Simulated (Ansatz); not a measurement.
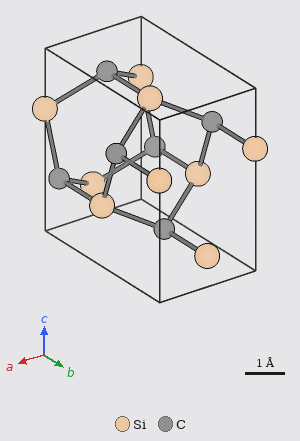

Phonons of a crystal of SiC, space group P6₃mc (No. 186), at the zone centre of a doubled cell. Style: ball-and-stick. Shown: the cell of the calculation, from a free direction.

All numbers below come from DFT PBE, scalar-relativistic, plane waves, PAW (Ansatz).

The input:
```yaml
crystal:
  lattice:
    - [-3.0917664085, 0.0, 0.0]
    - [0.0, 0.0, -5.074021175]
    - [0.0, -5.3550965047, 0.0]
  atoms:
    - { symbol: Si, position: [0.5, 0.9954364679, 0.1666666667] }
    - { symbol: Si, position: [0.0, 0.9954364679, 0.6666666667] }
    - { symbol: Si, position: [0.0, 0.4954364679, 0.3333333333] }
    - { symbol: Si, position: [0.5, 0.4954364679, 0.8333333333] }
    - { symbol: C, position: [0.5, 0.6195635321, 0.1666666667] }
    - { symbol: C, position: [0.0, 0.6195635321, 0.6666666667] }
    - { symbol: C, position: [0.0, 0.1195635321, 0.3333333333] }
    - { symbol: C, position: [0.5, 0.1195635321, 0.8333333333] }
basis:
  ecutwfc: 420
kpoints:
  mp_grid: { grid: [10, 6, 6] }
hamiltonian:
  xc: pbe
scf:
  occupations: { method: gaussian, width: 0.05 }
output:
  eigenvalues: true
phonons:
  method: fd
  supercell: [1, 1, 1]
  amplitude: 0.02
  eigenvectors: true
  dielectric: false
```

Command:
```bash
ansatz run input.yaml --threads 2 --pin off --max-ram 5120MiB --backend cpu --events-out ev --progress --plain --runs-dir out
```

Frequencies are those without the non-analytic (LO–TO) term.

Which modes does it have, at what frequencies, and is it stable there?

Answer. The calculation's cell holds 8 atoms, so there are 21 modes besides the translations, in 18 levels. No level is unstable.

| level | degeneracy | frequency (cm⁻¹) | origin |
| --- | --- | --- | --- |
| 1 | 2 | 257 | zone centre |
| 2 | 1 | 257 | zone boundary |
| 3 | 1 | 337 | zone boundary |
| 4 | 1 | 358 | zone boundary |
| 5 | 1 | 429 | zone boundary |
| 6 | 1 | 539 | zone boundary |
| 7 | 1 | 543 | zone boundary |
| 8 | 1 | 584 | zone centre |
| 9 | 1 | 730 | zone boundary |
| 10 | 1 | 741 | zone boundary |
| 11 | 2 | 743 | zone centre |
| 12 | 1 | 749 | zone centre |
| 13 | 1 | 754 | zone boundary |
| 14 | 1 | 764 | zone boundary |
| 15 | 2 | 779 | zone centre |
| 16 | 1 | 815 | zone centre |
| 17 | 1 | 823 | zone boundary |
| 18 | 1 | 834 | zone boundary |

The displacement patterns (one member of each degenerate set), 6 of the levels:

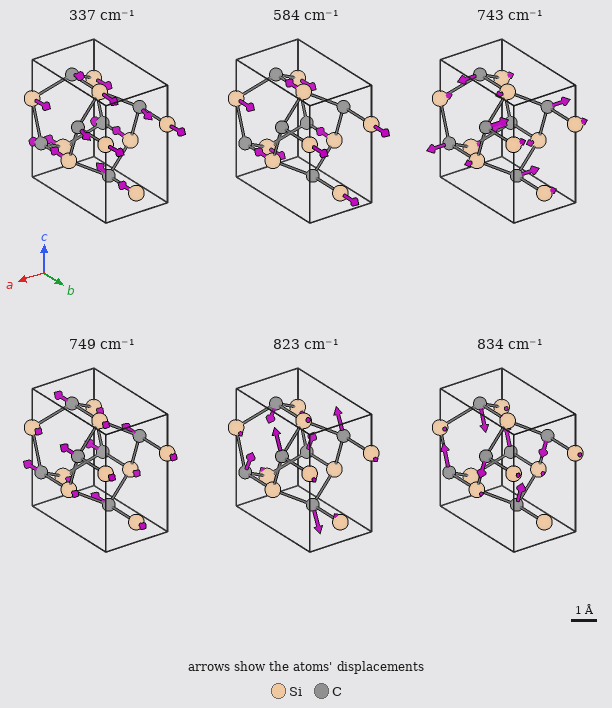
